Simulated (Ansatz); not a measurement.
## Run report: PtS$_{2}$, single-point calculation

The run: single-point calculation of PtS$_{2}$ (P-3m1, 3 atoms in the cell). Method and program: DFT, PBE, plane waves, PAW, no spin polarisation (Ansatz 0.2.0).

The structure derives from an entry of the Crystallography Open Database. The geometry comes from this level: r2scan-rvv10 (a point of a series of volumes). It belongs to a series of runs on one base structure; here: volume -8%. Figures and captions count atoms from 1; the log counts them from 0 in places.

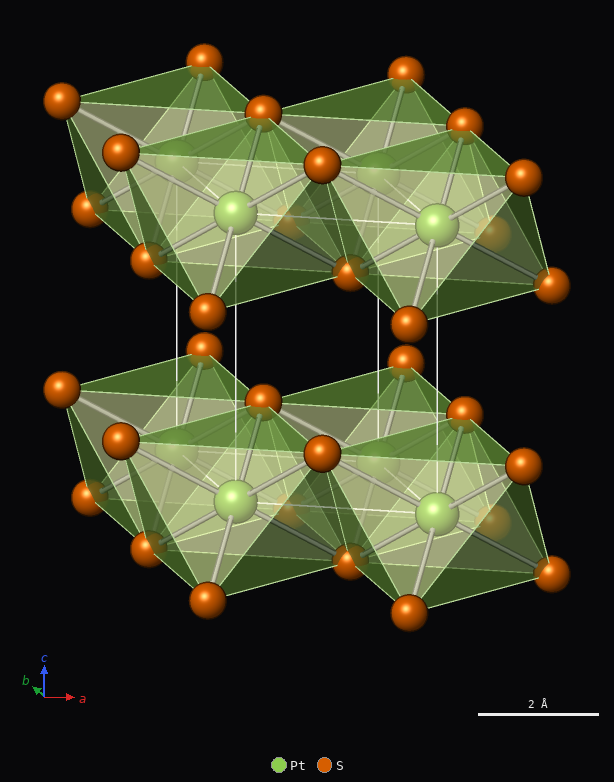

Figure 1. The structure (polyhedral view of the cell of the calculation, seen slightly off an axis; polyhedra are completed across the faces of the cell).

Key numbers:

- outcome: converged
- space group (tolerance 0.01 Å): P-3m1 (164)
- electrons treated: 30
- free energy: −14326.6766 eV
- Fermi energy: 12.550 eV
- gap on the k-point mesh: 0.95 eV
- pressure: 19.13 GPa
- largest force (length of the vector): 1.400 eV/Å
- hardware: 2 threads of Arm Neoverse V1, 24 GiB of memory available, shared host
- peak memory: 0.26 GiB

Warnings of the run: the cutoff is below the recommended one. Spin–orbit coupling is left out, which matters for Pt. The k-point mesh is coarse for a cell of this size, so the results may not be converged.

Input file:
```yaml
crystal:
  lattice:
    - [3.4552425001, 0.0, 0.0]
    - [-1.7276212501, 2.9923277814, 0.0]
    - [0.0, 0.0, 4.9824078019]
  atoms:
    - { symbol: Pt, position: [0.0, 0.0, 0.0] }
    - { symbol: S, position: [0.3333333333, 0.6666666667, 0.2392542178] }
    - { symbol: S, position: [0.6666666667, 0.3333333333, 0.7607457822] }
kpoints:
  mp_grid: { grid: [6, 6, 2] }
hamiltonian:
  xc: pbe
scf:
  occupations: { method: fermi_dirac, width: 0.02 }
  n_extra_bands: 4
output:
  forces: true
  stress: true
  eigenvalues: true
basis:
  ecutwfc: 260
```

Command:
```bash
ansatz run input.yaml --threads 2 --pin off --max-ram 3686MiB --backend cpu --events-out ev --progress --plain --runs-dir out
```

The program's output:
```
Warning: basis.ecutwfc = 260 eV is below the records' recommended 420 eV, and the density's cutoff is lower with it unless basis.ecutrho_ratio is high enough to keep the records' density cutoff: compare with a run at a higher cutoff
scf.n_extra_bands = 4 over 15 filled bands (N_el = 30.0): the run solves 19 bands
Engine: ansatz 0.2.0, aarch64-unknown-linux-gnu
Pseudopotentials: kind: paw
Pseudopotential: Pt, paw, valence charge 18, recommended cutoff 420 eV (normal), Pt.paw.azcp
Pseudopotential: S, paw, valence charge 6, recommended cutoff 420 eV (normal), S.paw.azcp
Functional definition: PBE
  parameter kappa = 0.804
  parameter beta = 0.06672455060314922
  exchange = pbe_x(kappa = kappa, mu = beta*pi^2/3)
  correlation = pbe_c(beta = beta)
Crystal: 3 atoms, lattice volume = 51.514 Å³
Basis set: ecut = 260 eV, 487 PW (Γ), exchange–correlation on 40×40×54 points (8 copies of the dense FFT grid, shifted against one another)
Bands: 19, of which v1, the nominal top of the filled ones, is band 15 counted from 1 (14 counted from 0)
Symmetry: 12 space group operations
Space group: P-3m1 (ITA 164), of the structure as read, at distance tolerance 3.7e-5 Å
k-points: 14 of 72
Non-local potential: Pt, projectors of the file, l = 0: 3, l = 1: 2, l = 2: 2, l = 3: 1
Non-local potential: S, projectors of the file, l = 0: 2, l = 1: 2, l = 2: 2
PAW form: soft (Blöchl's): semilocal exchange-correlation on the pseudo side does not see the compensation charge
PAW one-centre angular grid: Pt, 590 points (default); XC on 64 Gauss nodes
PAW one-centre angular grid: S, 110 points (default); XC on 64 Gauss nodes
Initial density: superposition of atomic densities (neutral atoms: chi_scale 0, normalization atom), corrected by the library's trained network
Initial wavefunctions: pseudopotential atomic-orbital guess
Functional: x = pbe(κ = 0.804, μ = 0.2195149727645171), c = pbe(β = 0.06672455060314922)
SCF iter   1: F=—  HF=-14326.697033 eV  |F-HF|=—  |Δ(HF+E_count)|=         —  Δρ=1.93e-2  dr2=8.26e-2  ethr=1.77e-3  ⟨swp⟩=5.9  Hψ=1348  notcnv=0
preconditioner: auto → Resta (q_TF=auto, 2.493 Å⁻¹)  ε∞=6.6  [insulator: Δε(μ)=1.049 eV  Ē_g=10.211 eV  σ=0.020 eV  W_gap=1.00  n_scr=20 (ndim 8)  ℏωp=24.3 eV  f_vac=0.012  D(μ)=0.00/eV (n_scr^D=0)  ε∞_Penn≈6.6]
SCF iter   2: F=—  HF=-14326.678158 eV  |F-HF|=—  |Δ(HF+E_count)|=   1.89e-2  Δρ=8.42e-3  dr2=1.37e-2  ethr=2.75e-4  ⟨swp⟩=2.9  Hψ=625  notcnv=0
SCF iter   3: F=—  HF=-14326.676453 eV  |F-HF|=—  |Δ(HF+E_count)|=   1.70e-3  Δρ=3.88e-3  dr2=2.43e-3  ethr=4.58e-5  ⟨swp⟩=2.2  Hψ=356  notcnv=0
SCF iter   4: F=—  HF=-14326.676334 eV  |F-HF|=—  |Δ(HF+E_count)|=   1.19e-4  Δρ=3.02e-4  dr2=4.97e-5  ethr=8.10e-6  ⟨swp⟩=2.0  Hψ=532  notcnv=0
SCF iter   5: F=—  HF=-14326.676628 eV  |F-HF|=—  |Δ(HF+E_count)|=   2.94e-4  Δρ=6.15e-5  dr2=2.42e-6  ethr=1.66e-7  ⟨swp⟩=2.0  Hψ=386  notcnv=0
SCF iter   6: F=—  HF=-14326.676630 eV  |F-HF|=—  |Δ(HF+E_count)|=   2.14e-6  Δρ=1.42e-5  dr2=1.40e-7  ethr=8.06e-9  ⟨swp⟩=2.0  Hψ=418  notcnv=0
SCF iter   7: F=-14326.676630 eV  HF=-14326.676630 eV  |F-HF|=6.05e-9  |Δ(HF+E_count)|=   1.00e-7  Δρ=2.72e-6  dr2=6.80e-9  ethr=3.33e-10  ⟨swp⟩=4.5  Hψ=916  notcnv=0
SCF 1 converged in 7 iterations: F = -14326.676630 eV  dr2 = 6.80e-9
  greatest PAW one-centre occupation: 1.000 electrons in one spin orbital (limit 2), on the Pt atom at site 0 (counted from 0), in its partial waves of l = 0
SCF converged after 7 iterations
Free energy (F): -14326.676630 eV
Harris-Foulkes:  -14326.676630 eV  (|F-HF|=6.05e-9)
Internal energy: -14326.676630 eV  (E = F + TS)
E sigma→0 (E₀):  -14326.676630 eV
Fermi energy:    12.549737 eV
--- Per-component energies (eV) ---
  E_band       = -293.575513
  E_kinetic    = 863.625092
  E_local      = -3008.618166  (includes V_loc(G=0)·N_el)
  E_nonlocal   = 247.860102
  E_hartree    = 1190.942579
  E_xc         = -460.161446
  E_vxc        = -483.366894  (∫ρ·V_xc dr)
  E_paw        = -10651.419961  (= ΣΔE_a)
  E_vpaw       = -294.957807  (= ΣTr[D̂ρ^β])
  E_aug_tail   = 0.000888  (compensation charges beyond the density's cutoff)
  E_ewald      = -2508.905719
  E_smearing   = -0.000000  (= −TS)
  E_closure    = -0.000000  (closes the sum)
  Σ components = -14326.676630   (vs F -14326.676630, Δ=0.00e0)
--- Forces (eV/Å), atoms counted from 1 ---
  atom   1  Pt     0.00000000     0.00000000     0.00000000
  atom   2  S      0.00000000    -0.00000000     1.40003903
  atom   3  S     -0.00000000     0.00000000    -1.40003903
  max |Σ_I F_I| component: 9.25e-18 eV/Å
--- Stress (GPa, compression-positive) ---
       21.323647       0.000000       0.000000
        0.000000      21.323647       0.000000
        0.000000       0.000000      14.741837
  P = ⅓ Tr σ = 19.1297 GPa (191.297 kbar)
--- Band table (eV; the first three rows and the last of 14) ---
  k-point 0: bands = ["-87.9963", "-42.0566", "-42.0566", "-41.9471", "-3.7758", "-0.4401", "4.6220", "4.9465", "4.9465", "7.9384", "7.9384", "9.9890", "11.0345", "11.0345", "12.0883", "14.4834", "14.4834", "16.8131", "18.2715"]
  k-point 1: bands = ["-87.9974", "-42.0661", "-42.0661", "-41.9648", "-3.3958", "-1.3632", "4.9593", "4.9593", "6.1249", "7.8755", "7.8755", "9.2445", "10.7744", "10.7744", "11.1516", "15.1012", "15.1012", "17.6171", "19.8061"]
  k-point 2: bands = ["-87.9965", "-42.0695", "-42.0634", "-41.9532", "-3.3825", "-0.6528", "4.9872", "5.1793", "5.2424", "7.3398", "7.6925", "9.2739", "10.7485", "10.9686", "11.8471", "13.7612", "14.3502", "18.0424", "19.3450"]
  k-point 13: bands = ["-87.9961", "-42.0796", "-42.0796", "-41.9466", "-1.3147", "-1.3147", "5.2318", "5.2318", "5.5092", "7.5371", "7.5371", "8.1214", "8.4314", "10.0900", "10.0900", "14.4425", "14.4425", "19.6898", "20.0849"]
```

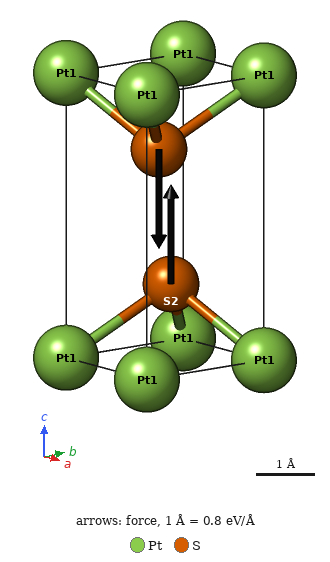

Figure 2. Forces on the atoms as black arrows (ball-and-stick view of the cell of the calculation, seen slightly off an axis; atoms are numbered from 1 in the order of the input). The largest act on S2, S3 (1.40 eV/Å). 

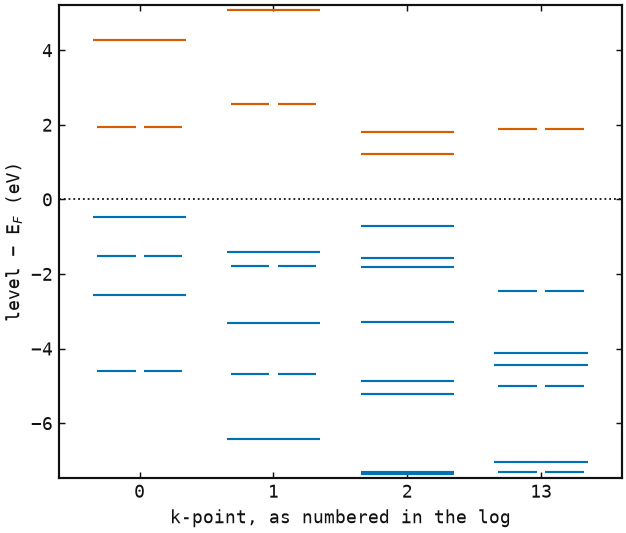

Figure 3. Kohn–Sham levels near the Fermi level (dotted) at the few k-points that the log prints; levels within 0.02 eV of each other stand side by side. Among these points the highest filled and lowest empty levels are 1.67 eV apart; the gap on the full mesh, 0.95 eV, has an edge at a point that isn't printed.
